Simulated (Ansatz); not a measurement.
Run report: GeSi$_{16}$, nudged elastic band (part 1 of 2)

- system: GeSi$_{16}$ (defect cell, 17 atoms in the cell)
- method: DFT PBEsol, scalar-relativistic, plane waves, PAW, PAW set soft_1, no spin polarisation (Ansatz 0.2.0)

It belongs to a series of runs on one base structure; here: band between the two ends. Figures and captions count atoms from 1; the log counts them from 0 in places.

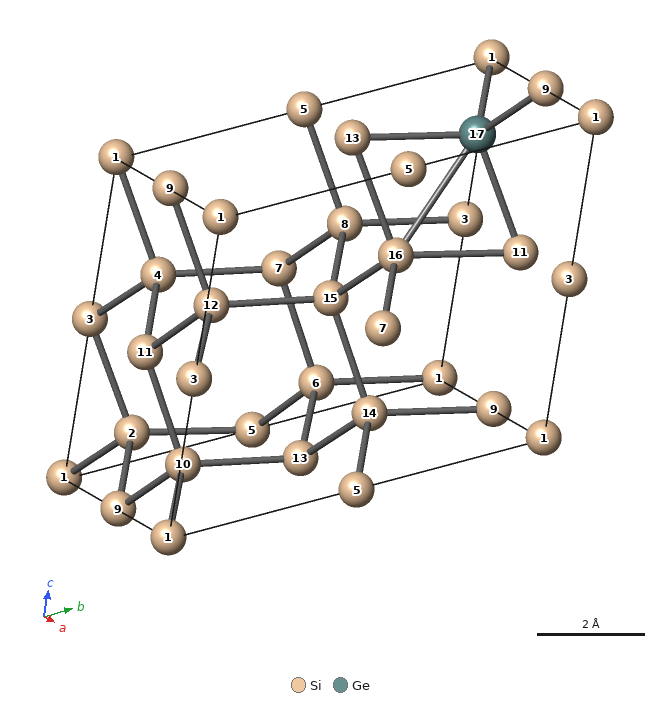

Fig. 1: The input geometry (ball-and-stick view of the cell of the calculation, seen slightly off an axis; atoms are numbered from 1 in the order of the input). An atom can appear more than once, as a periodic image. Near neighbours in the periodic cell (some may lie outside the picture): Si has 1 Ge at 2.42 to 2.77 Å and 4 Si at 2.28 to 2.42 Å; Si has 4 Si at 2.28 to 2.34 Å; Ge has 10 Si at 2.42 to 2.77 Å.

**Input**
```yaml
crystal:
  lattice:
    - [0.0, 5.43, 5.43]
    - [5.43, 0.0, 5.43]
    - [5.43, 5.43, 0.0]
  atoms:
    - { symbol: Si, position: [-0.01137915, 0.00209737, 0.00315099] }
    - { symbol: Si, position: [0.12168073, 0.1279984, 0.12884845] }
    - { symbol: Si, position: [0.00040644, -0.00184169, 0.50140336] }
    - { symbol: Si, position: [0.1196838, 0.13059418, 0.62069001] }
    - { symbol: Si, position: [0.00021571, 0.50057448, -0.00073948] }
    - { symbol: Si, position: [0.11948765, 0.6199705, 0.13145404] }
    - { symbol: Si, position: [0.000174, 0.50157787, 0.50227002] }
    - { symbol: Si, position: [0.12409971, 0.62563195, 0.626695] }
    - { symbol: Si, position: [0.50636207, 0.00251131, 0.00251815] }
    - { symbol: Si, position: [0.62511024, 0.12492139, 0.12486481] }
    - { symbol: Si, position: [0.50230175, 0.00774063, 0.48849242] }
    - { symbol: Si, position: [0.62958268, 0.13075184, 0.62042876] }
    - { symbol: Si, position: [0.50159869, 0.48850584, 0.00811044] }
    - { symbol: Si, position: [0.62917168, 0.62017764, 0.13116555] }
    - { symbol: Si, position: [0.49652058, 0.50155419, 0.50216038] }
    - { symbol: Si, position: [0.62766501, 0.62225912, 0.62281433] }
    - { symbol: Ge, position: [0.37519549, 0.87478469, 0.87463297] }
basis:
  ecutwfc: 420.0
kpoints:
  mp_grid: { grid: [2, 2, 2] }
hamiltonian:
  xc: pbesol
  pseudopotentials: { kind: paw, azcp: { folder: soft_1 } }
scf:
  occupations: { method: gaussian, width: 0.02 }
  lower_state_search: "off"
neb:
  images: 7
  f_tol: 0.05
  initial_path: linear
  max_iterations: 36
  spring: 2.0
  final_atoms:
    - { symbol: Si, position: [-0.00046165, 0.00078192, 0.00010762] }
    - { symbol: Si, position: [0.12425568, 0.12476507, 0.12406635] }
    - { symbol: Si, position: [0.00466946, 0.00591171, 0.49497984] }
    - { symbol: Si, position: [0.12351353, 0.12550834, 0.62744686] }
    - { symbol: Si, position: [0.00460463, 0.49572062, 0.00517039] }
    - { symbol: Si, position: [0.12350386, 0.62811169, 0.12482711] }
    - { symbol: Si, position: [0.00249898, 0.49782319, 0.49714148] }
    - { symbol: Si, position: [0.13601331, 0.62374101, 0.62292408] }
    - { symbol: Si, position: [0.49657553, 0.00376445, 0.00304797] }
    - { symbol: Si, position: [0.62687957, 0.12474323, 0.1240849] }
    - { symbol: Si, position: [0.49446034, 0.00585435, 0.49503725] }
    - { symbol: Si, position: [0.62251153, 0.13710029, 0.61797421] }
    - { symbol: Si, position: [0.49441158, 0.49565972, 0.00522792] }
    - { symbol: Si, position: [0.62235632, 0.61868318, 0.13643198] }
    - { symbol: Si, position: [0.4996093, 0.50070507, 0.50003702] }
    - { symbol: Si, position: [0.61728354, 0.62360712, 0.62305657] }
    - { symbol: Ge, position: [0.74964534, 0.75067423, 0.7499962] }
  order_check: true
```

Machine: 1 thread of Arm Neoverse V2, 24 GiB of memory available, shared host.

Launched with:
```bash
ansatz run input.yaml --threads 1 --pin off --max-ram 3072MiB --backend cpu --events-out ev --progress --plain --runs-dir out
```

**What the program printed**
```
Warning: neb: disabling space-group detection — the band's intermediate images generally break the endpoint symmetry, so no spatial operation reduces the k-mesh or symmetrises the density, except that a semilocal band can use its path's symmetry ahead of convergence; time reversal is kept, so that k and −k are solved as one point where they differ and the mesh holds both, and exact exchange and, on two spinor components, a DFT+U term hold to it where the run has them: on two components no moment then forms, and a state that bears one, which a typed moment (crystal.atoms[].spin; refused beside efield: under a hybrid functional) reaches, can lie lower, under hf by electronvolts; crystal.symmetry.detect: false (a key that needs symmetry detection or time reversal refuses this as the deck is read) with time_reversal: false beside it drops time reversal too
Warning: [file] the record states the generating functional pbe (its physics header spells it `PBE`), which answers neither for hamiltonian.xc's functional nor for the pbesol family's — results may be inconsistent (PPs are generated against a specific XC)
Warning: [file] the record states the generating functional pbe (its physics header spells it `PBE`), which answers neither for hamiltonian.xc's functional nor for the pbesol family's — results may be inconsistent (PPs are generated against a specific XC)
Engine: ansatz 0.2.0, aarch64-unknown-linux-gnu
Pseudopotentials: kind: paw
Pseudopotential: Si, paw, valence charge 4, recommended cutoff 420 eV (normal), [file]
Pseudopotential: Ge, paw, valence charge 14, recommended cutoff 420 eV (normal), [file]
Functional definition: PBEsol
  exchange = pbesol_x
  correlation = pbesol_c
NEB image 0
Crystal: 17 atoms, lattice volume = 320.206 Å³
Basis set: ecut = 420 eV, 6231 PW (Γ), exchange–correlation on 108×108×108 points (8 copies of the dense FFT grid, shifted against one another)
Bands: 56, of which v1, the nominal top of the filled ones, is band 39 counted from 1 (38 counted from 0)
Symmetry: 1 space group operations
k-points: 8
Non-local potential: Si, projectors of the file, l = 0: 2, l = 1: 2, l = 2: 1
Non-local potential: Ge, projectors of the file, l = 0: 2, l = 1: 2, l = 2: 3, l = 3: 1
PAW form: soft (Blöchl's): semilocal exchange-correlation on the pseudo side does not see the compensation charge
PAW frozen core: Si, regenerated for the run's functional, and the local potential with it (the file was generated under x = pbe(κ = 0.804, μ = 0.2195149727645171), c = pbe(β = 0.06672455060314922))
PAW frozen core: Ge, regenerated for the run's functional, and the local potential with it (the file was generated under x = pbe(κ = 0.804, μ = 0.2195149727645171), c = pbe(β = 0.06672455060314922))
PAW one-centre angular grid: Si, 110 points (default); XC on 64 Gauss nodes
PAW one-centre angular grid: Ge, 590 points (default); XC on 64 Gauss nodes
Initial density: superposition of atomic densities (chi_scale 0.1, normalization cell, long waves kept (reshape's long-wave potential 0.02 eV rms))
Initial wavefunctions: pseudopotential atomic-orbital guess
Functional: x = pbesol(κ = 0.804, μ = 0.12345679012345678), c = pbesol(β = 0.046)
SCF iter   1: F=—  HF=-14195.161649 eV  |F-HF|=—  |Δ(HF+E_count)|=         —  Δρ=4.53e-2  dr2=6.03e0  ethr=3.10e-3  ⟨swp⟩=9.1  Hψ=2449  notcnv=0  defer=11
preconditioner: auto → Resta (q_TF=auto, 2.156 Å⁻¹)  ε∞=5.4  [insulator: Δε(μ)=0.024 eV  Ē_g=8.134 eV  σ=0.020 eV  W_gap=0.59  n_scr=58 (ndim 8)  ℏωp=17.1 eV  f_vac=0.000  D(μ)=13.44/eV (n_scr^D=112)  ε∞_Penn≈5.4]
SCF iter   2: F=—  HF=-14193.897681 eV  |F-HF|=—  |Δ(HF+E_count)|=    1.26e0  Δρ=2.57e-2  dr2=2.00e0  ethr=3.10e-3  ⟨swp⟩=2.0  Hψ=575  notcnv=0  defer=63
SCF iter   3: F=—  HF=-14193.321241 eV  |F-HF|=—  |Δ(HF+E_count)|=   5.76e-1  Δρ=2.61e-3  dr2=3.61e-2  ethr=2.56e-3  ⟨swp⟩=3.0  Hψ=742  notcnv=0  defer=68
SCF iter   4: F=—  HF=-14193.307528 eV  |F-HF|=—  |Δ(HF+E_count)|=   1.37e-2  Δρ=1.55e-3  dr2=8.24e-3  ethr=4.63e-5  ⟨swp⟩=3.0  Hψ=815  notcnv=0  defer=77
SCF iter   5: F=—  HF=-14193.310182 eV  |F-HF|=—  |Δ(HF+E_count)|=   2.65e-3  Δρ=4.38e-4  dr2=8.84e-4  ethr=1.06e-5  ⟨swp⟩=2.0  Hψ=742  notcnv=0  defer=77
SCF iter   6: F=—  HF=-14193.310521 eV  |F-HF|=—  |Δ(HF+E_count)|=   3.40e-4  Δρ=7.90e-5  dr2=2.60e-5  ethr=1.13e-6  ⟨swp⟩=2.0  Hψ=683  notcnv=0  defer=77
SCF iter   7: F=—  HF=-14193.310515 eV  |F-HF|=—  |Δ(HF+E_count)|=   6.33e-6  Δρ=2.10e-5  dr2=1.29e-6  ethr=3.33e-8  ⟨swp⟩=2.0  Hψ=754  notcnv=0  defer=77
SCF iter   8: F=-14193.310516 eV  HF=-14193.310516 eV  |F-HF|=2.29e-10  |Δ(HF+E_count)|=   1.37e-6  Δρ=3.37e-6  dr2=7.17e-8  ethr=1.28e-10  ⟨swp⟩=5.1  Hψ=1557  notcnv=0
SCF 1 converged in 8 iterations: F = -14193.310516 eV  dr2 = 7.17e-8
  greatest PAW one-centre occupation: 0.998 electrons in one spin orbital (limit 2), on the Ge atom at site 16 (counted from 0), in its partial waves of l = 2
NSCF: frozen V_eff on 8 k-points
NEB image 8
SCF iter   1: F=—  HF=-14195.161932 eV  |F-HF|=—  |Δ(HF+E_count)|=         —  Δρ=4.53e-2  dr2=6.04e0  ethr=3.10e-3  ⟨swp⟩=9.2  Hψ=2454  notcnv=0  defer=11
preconditioner: auto → Resta (q_TF=auto, 2.156 Å⁻¹)  ε∞=5.4  [insulator: Δε(μ)=0.022 eV  Ē_g=8.135 eV  σ=0.020 eV  W_gap=0.55  n_scr=58 (ndim 8)  ℏωp=17.1 eV  f_vac=0.000  D(μ)=14.57/eV (n_scr^D=136)  ε∞_Penn≈5.4]
SCF iter   2: F=—  HF=-14193.897511 eV  |F-HF|=—  |Δ(HF+E_count)|=    1.26e0  Δρ=2.57e-2  dr2=2.00e0  ethr=3.10e-3  ⟨swp⟩=2.0  Hψ=571  notcnv=0  defer=63
SCF iter   3: F=—  HF=-14193.321392 eV  |F-HF|=—  |Δ(HF+E_count)|=   5.76e-1  Δρ=2.61e-3  dr2=3.56e-2  ethr=2.57e-3  ⟨swp⟩=3.0  Hψ=742  notcnv=0  defer=69
SCF iter   4: F=—  HF=-14193.307738 eV  |F-HF|=—  |Δ(HF+E_count)|=   1.37e-2  Δρ=1.55e-3  dr2=8.22e-3  ethr=4.56e-5  ⟨swp⟩=3.0  Hψ=815  notcnv=0  defer=77
SCF iter   5: F=—  HF=-14193.310396 eV  |F-HF|=—  |Δ(HF+E_count)|=   2.66e-3  Δρ=4.38e-4  dr2=8.91e-4  ethr=1.05e-5  ⟨swp⟩=2.0  Hψ=742  notcnv=0  defer=77
SCF iter   6: F=—  HF=-14193.310733 eV  |F-HF|=—  |Δ(HF+E_count)|=   3.37e-4  Δρ=7.99e-5  dr2=2.72e-5  ethr=1.14e-6  ⟨swp⟩=2.0  Hψ=683  notcnv=0  defer=77
SCF iter   7: F=—  HF=-14193.310731 eV  |F-HF|=—  |Δ(HF+E_count)|=   1.84e-6  Δρ=2.13e-5  dr2=1.32e-6  ethr=3.49e-8  ⟨swp⟩=2.0  Hψ=754  notcnv=0  defer=77
SCF iter   8: F=-14193.310732 eV  HF=-14193.310732 eV  |F-HF|=8.95e-10  |Δ(HF+E_count)|=   1.32e-6  Δρ=3.44e-6  dr2=7.28e-8  ethr=1.28e-10  ⟨swp⟩=3.0  Hψ=1651  notcnv=0
SCF 2 converged in 8 iterations: F = -14193.310732 eV  dr2 = 7.28e-8
NSCF: frozen V_eff on 8 k-points
NEB end point (image 0): max|allowed force component| = 2.032e-2 eV/Å (the criterion of neb.relax_end_points is 1.000e-2)
NEB end point (image 8): max|allowed force component| = 2.988e-3 eV/Å (the criterion of neb.relax_end_points is 1.000e-2)
NEB image 1
SCF iter   1: F=—  HF=-14194.877031 eV  |F-HF|=—  |Δ(HF+E_count)|=         —  Δρ=4.55e-2  dr2=6.09e0  ethr=3.10e-3  ⟨swp⟩=8.6  Hψ=2434  notcnv=0  defer=21
preconditioner: auto → Resta (q_TF=auto, 2.156 Å⁻¹)  ε∞=5.4  [insulator: Δε(μ)=0.118 eV  Ē_g=8.148 eV  σ=0.020 eV  W_gap=0.58  n_scr=58 (ndim 8)  ℏωp=17.1 eV  f_vac=0.000  D(μ)=18.74/eV (n_scr^D=168)  ε∞_Penn≈5.4]
SCF iter   2: F=—  HF=-14193.600065 eV  |F-HF|=—  |Δ(HF+E_count)|=    1.28e0  Δρ=2.58e-2  dr2=2.02e0  ethr=3.10e-3  ⟨swp⟩=2.0  Hψ=566  notcnv=0  defer=80
SCF iter   3: F=—  HF=-14193.020804 eV  |F-HF|=—  |Δ(HF+E_count)|=   5.79e-1  Δρ=2.54e-3  dr2=3.37e-2  ethr=2.59e-3  ⟨swp⟩=2.6  Hψ=661  notcnv=0  defer=81
SCF iter   4: F=—  HF=-14193.008665 eV  |F-HF|=—  |Δ(HF+E_count)|=   1.21e-2  Δρ=1.54e-3  dr2=8.05e-3  ethr=4.32e-5  ⟨swp⟩=3.0  Hψ=773  notcnv=0  defer=86
SCF iter   5: F=—  HF=-14193.011224 eV  |F-HF|=—  |Δ(HF+E_count)|=   2.56e-3  Δρ=4.19e-4  dr2=9.17e-4  ethr=1.03e-5  ⟨swp⟩=2.0  Hψ=718  notcnv=0  defer=86
[...]
NEB image 2
preconditioner: auto → Resta (q_TF=auto, 2.156 Å⁻¹)  ε∞=5.4  [insulator: Δε(μ)=0.028 eV  Ē_g=8.159 eV  σ=0.020 eV  W_gap=0.68  n_scr=58 (ndim 8)  ℏωp=17.1 eV  f_vac=0.000  D(μ)=8.56/eV (n_scr^D=58)  ε∞_Penn≈5.4]
NEB image 3
preconditioner: auto → Resta (q_TF=auto, 2.156 Å⁻¹)  ε∞=5.4  [insulator: Δε(μ)=0.211 eV  Ē_g=8.179 eV  σ=0.020 eV  W_gap=0.61  n_scr=58 (ndim 8)  ℏωp=17.1 eV  f_vac=0.000  D(μ)=18.94/eV (n_scr^D=168)  ε∞_Penn≈5.4]
NEB image 4
preconditioner: auto → Resta (q_TF=auto, 2.156 Å⁻¹)  ε∞=5.4  [insulator: Δε(μ)=0.528 eV  Ē_g=8.188 eV  σ=0.020 eV  W_gap=0.65  n_scr=58 (ndim 8)  ℏωp=17.1 eV  f_vac=0.000  D(μ)=19.48/eV (n_scr^D=180)  ε∞_Penn≈5.4]
NEB image 5
preconditioner: auto → Resta (q_TF=auto, 2.156 Å⁻¹)  ε∞=5.4  [insulator: Δε(μ)=0.205 eV  Ē_g=8.179 eV  σ=0.020 eV  W_gap=0.65  n_scr=58 (ndim 8)  ℏωp=17.1 eV  f_vac=0.000  D(μ)=19.25/eV (n_scr^D=180)  ε∞_Penn≈5.4]
NEB image 6
preconditioner: auto → Resta (q_TF=auto, 2.156 Å⁻¹)  ε∞=5.4  [insulator: Δε(μ)=0.027 eV  Ē_g=8.159 eV  σ=0.020 eV  W_gap=0.66  n_scr=58 (ndim 8)  ℏωp=17.1 eV  f_vac=0.000  D(μ)=8.88/eV (n_scr^D=58)  ε∞_Penn≈5.4]
NEB image 7
preconditioner: auto → Resta (q_TF=auto, 2.156 Å⁻¹)  ε∞=5.4  [insulator: Δε(μ)=0.122 eV  Ē_g=8.148 eV  σ=0.020 eV  W_gap=0.59  n_scr=58 (ndim 8)  ℏωp=17.1 eV  f_vac=0.000  D(μ)=19.04/eV (n_scr^D=180)  ε∞_Penn≈5.4]
NEB iter   1: max|band force component| = 1.912e0 eV/Å  barrier→ = 1.2409 eV  barrier← = 1.2411 eV  Δτ_max = 0.1694 Å  (77 SCF iters)
NEB image 1
Initial density: handed on by an earlier stage of this run
Initial wavefunctions: those handed on with the density
preconditioner: auto → Resta (q_TF=auto, 2.156 Å⁻¹)  ε∞=5.6  [insulator: Δε(μ)=0.045 eV  Ē_g=7.984 eV  σ=0.020 eV  W_gap=0.89  n_scr=58 (ndim 8)  ℏωp=17.1 eV  f_vac=0.000  D(μ)=4.12/eV (n_scr^D=14)  ε∞_Penn≈5.6]
NEB image 2
preconditioner: auto → Resta (q_TF=auto, 2.156 Å⁻¹)  ε∞=5.6  [insulator: Δε(μ)=0.104 eV  Ē_g=7.990 eV  σ=0.020 eV  W_gap=0.63  n_scr=58 (ndim 8)  ℏωp=17.1 eV  f_vac=0.000  D(μ)=19.50/eV (n_scr^D=180)  ε∞_Penn≈5.6]
NEB image 3
preconditioner: auto → Resta (q_TF=auto, 2.156 Å⁻¹)  ε∞=5.6  [insulator: Δε(μ)=0.024 eV  Ē_g=7.998 eV  σ=0.020 eV  W_gap=0.60  n_scr=58 (ndim 8)  ℏωp=17.1 eV  f_vac=0.000  D(μ)=9.95/eV (n_scr^D=64)  ε∞_Penn≈5.6]
NEB image 4
preconditioner: auto → Resta (q_TF=auto, 2.156 Å⁻¹)  ε∞=5.6  [insulator: Δε(μ)=0.027 eV  Ē_g=8.005 eV  σ=0.020 eV  W_gap=0.67  n_scr=58 (ndim 8)  ℏωp=17.1 eV  f_vac=0.000  D(μ)=8.80/eV (n_scr^D=58)  ε∞_Penn≈5.6]
NEB image 5
preconditioner: auto → Resta (q_TF=auto, 2.156 Å⁻¹)  ε∞=5.6  [insulator: Δε(μ)=0.022 eV  Ē_g=7.998 eV  σ=0.020 eV  W_gap=0.56  n_scr=58 (ndim 8)  ℏωp=17.1 eV  f_vac=0.000  D(μ)=10.53/eV (n_scr^D=64)  ε∞_Penn≈5.6]
NEB image 6
preconditioner: auto → Resta (q_TF=auto, 2.156 Å⁻¹)  ε∞=5.6  [insulator: Δε(μ)=0.110 eV  Ē_g=7.990 eV  σ=0.020 eV  W_gap=0.65  n_scr=58 (ndim 8)  ℏωp=17.1 eV  f_vac=0.000  D(μ)=19.77/eV (n_scr^D=180)  ε∞_Penn≈5.6]
NEB image 7
preconditioner: auto → Resta (q_TF=auto, 2.156 Å⁻¹)  ε∞=5.6  [insulator: Δε(μ)=0.043 eV  Ē_g=7.984 eV  σ=0.020 eV  W_gap=0.87  n_scr=58 (ndim 8)  ℏωp=17.1 eV  f_vac=0.000  D(μ)=4.67/eV (n_scr^D=14)  ε∞_Penn≈5.6]
NEB iter   2: max|band force component| = 8.043e-1 eV/Å  barrier→ = 0.6039 eV  barrier← = 0.6042 eV  Δτ_max = 0.1920 Å  (49 SCF iters)
[... from here on the SCF iterations and repeated set-up lines of each step are left out, up to the last step ...]
NEB image 1
NEB image 2
NEB image 3
NEB image 4
NEB image 5
NEB image 6
NEB image 7
NEB iter   3: max|band force component| = 2.869e-1 eV/Å  barrier→ = 0.3877 eV  barrier← = 0.3880 eV  CI = image 5  Δτ_max = 0.0979 Å  (50 SCF iters)
NEB image 1
NEB image 2
NEB image 3
NEB image 4
NEB image 5
NEB image 6
NEB image 7
NEB iter   4: max|band force component| = 1.748e-1 eV/Å  barrier→ = 0.3401 eV  barrier← = 0.3403 eV  CI = image 4  Δτ_max = 0.1900 Å  (44 SCF iters)
NEB image 1
NEB image 2
NEB image 3
NEB image 4
NEB image 5
NEB image 6
NEB image 7
NEB iter   5: max|band force component| = 6.349e-1 eV/Å  barrier→ = 0.4748 eV  barrier← = 0.4751 eV  CI = image 3  Δτ_max = 0.1018 Å  (46 SCF iters)
NEB image 1
NEB image 2
NEB image 3
NEB image 4
NEB image 5
NEB image 6
NEB image 7
NEB iter   6: max|band force component| = 5.086e-1 eV/Å  barrier→ = 0.3984 eV  barrier← = 0.3986 eV  CI = image 3  Δτ_max = 0.2000 Å  (42 SCF iters)
NEB image 1
NEB image 2
NEB image 3
NEB image 4
NEB image 5
NEB image 6
NEB image 7
NEB iter   7: max|band force component| = 2.637e-1 eV/Å  barrier→ = 0.3527 eV  barrier← = 0.3529 eV  CI = image 3  Δτ_max = 0.1975 Å  (49 SCF iters)
NEB image 1
NEB image 2
NEB image 3
NEB image 4
NEB image 5
NEB image 6
NEB image 7
NEB iter   8: max|band force component| = 5.435e-1 eV/Å  barrier→ = 0.3764 eV  barrier← = 0.3767 eV  CI = image 4  Δτ_max = 0.1000 Å  (48 SCF iters)
NEB image 1
NEB image 2
NEB image 3
NEB image 4
NEB image 5
NEB image 6
NEB image 7
NEB iter   9: max|band force component| = 3.670e-1 eV/Å  barrier→ = 0.3362 eV  barrier← = 0.3364 eV  CI = image 6  Δτ_max = 0.1994 Å  (47 SCF iters)
NEB image 1
NEB image 2
NEB image 3
NEB image 4
NEB image 5
NEB image 6
NEB image 7
NEB iter  10: max|band force component| = 1.929e-1 eV/Å  barrier→ = 0.3193 eV  barrier← = 0.3195 eV  CI = image 4  Δτ_max = 0.1631 Å  (46 SCF iters)
NEB image 1
NEB image 2
NEB image 3
NEB image 4
NEB image 5
NEB image 6
NEB image 7
NEB iter  11: max|band force component| = 3.103e-1 eV/Å  barrier→ = 0.3162 eV  barrier← = 0.3164 eV  CI = image 5  Δτ_max = 0.1331 Å  (43 SCF iters)
NEB image 1
NEB image 2
NEB image 3
NEB image 4
NEB image 5
NEB image 6
NEB image 7
NEB iter  12: max|band force component| = 1.029e-1 eV/Å  barrier→ = 0.3188 eV  barrier← = 0.3190 eV  CI = image 5  Δτ_max = 0.0526 Å  (42 SCF iters)
NEB image 1
NEB image 2
NEB image 3
NEB image 4
NEB image 5
NEB image 6
NEB image 7
NEB iter  13: max|band force component| = 5.006e-2 eV/Å  barrier→ = 0.3244 eV  barrier← = 0.3246 eV  CI = image 5  Δτ_max = 0.0952 Å  (37 SCF iters)
NEB image 1
NEB image 2
NEB image 3
NEB image 4
NEB image 5
NEB image 6
NEB image 7
NEB image 1
NEB image 2
NEB image 3
NEB image 4
NEB image 6
NEB image 7
NEB image 5
NEB image 5, as the band closes
NEB point 1 about image 5
NEB point 2 about image 5
NEB point 3 about image 5
NEB point 4 about image 5
NEB point 5 about image 5
NEB point 6 about image 5
NEB point 7 about image 5
NEB point 8 about image 5
NEB point 9 about image 5
NEB point 10 about image 5
NEB point 11 about image 5
NEB point 12 about image 5
NEB point 13 about image 5
NEB point 14 about image 5
NEB point 15 about image 5
NEB point 16 about image 5
NEB point 17 about image 5
NEB point 18 about image 5
NEB point 19 about image 5
NEB point 20 about image 5
NEB point between images 0 and 1
NEB point between images 1 and 2
NEB point between images 2 and 3
NEB point between images 3 and 4
NEB point between images 4 and 5
NEB point between images 5 and 6
NEB point between images 6 and 7
NEB point between images 7 and 8
NEB point between images 3 and 4
NEB point between images 4 and 5
NEB point between images 4 and 5
NEB point between images 5 and 6
NEB point between images 5 and 6
NEB point between images 6 and 7
NEB point between images 6 and 7
NEB point between images 6 and 7
NEB point between images 3 and 4
NEB point between images 3 and 4
NEB point between images 3 and 4
NEB point between images 3 and 4
NEB point between images 3 and 4
NEB point between images 3 and 4
NEB point between images 3 and 4
NEB point between images 3 and 4
NEB point between images 3 and 4
NEB point between images 3 and 4
NEB point between images 3 and 4
NEB point between images 3 and 4
NEB point between images 3 and 4
NEB point between images 3 and 4
NEB point between images 3 and 4
NEB iter  14: max|band force component| = 2.375e-2 eV/Å  barrier→ = 0.3163 eV  barrier← = 0.3165 eV  CI = image 5  CI's point: of a kind that is not told: the force calls were inconclusive, a negative curvature could not be distinguished from the path's own, the only one lies far off the path, or fixed occupations may fill a level only in part  an image goes back on the path  Δτ_max = 0.0686 Å  (438 SCF iters)
NEB image 3
NEB iter  15: max|band force component| = 2.675e-1 eV/Å  barrier→ = 0.3378 eV  barrier← = 0.3381 eV  CI = image 3  Δτ_max = 0.1949 Å  (8 SCF iters)
```

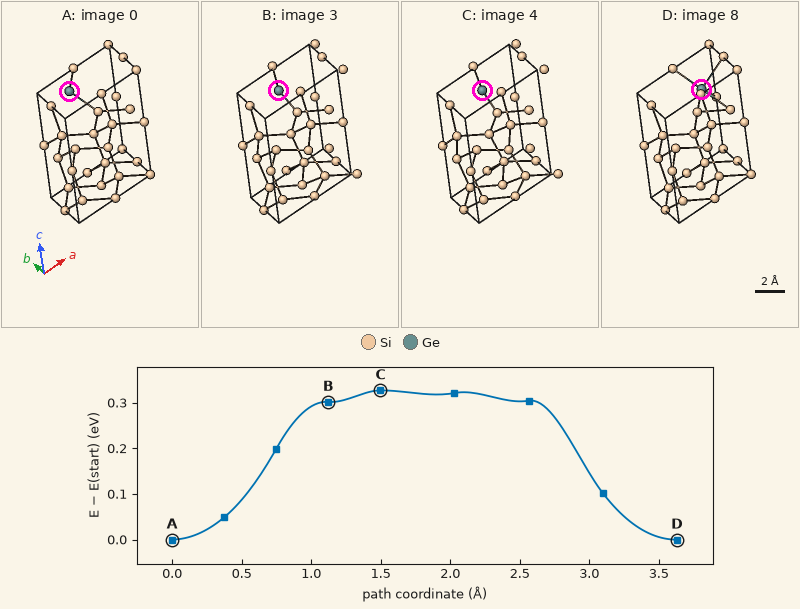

Fig. 2: Images of the last band (counted from 0; ball-and-stick, reduced simulation cell, seen slightly off an axis), with the moving atom and its periodic copies ringed, above the energy along the path; the line is a cubic interpolation that uses the forces. The highest image is number 4, 0.327 eV above the start and 0.327 eV above the end (the climbing image); start and end have the same energy. The path is 3.63 Å long, and Ge17 moves most (2.35 Å). The band converged in 34 iterations.
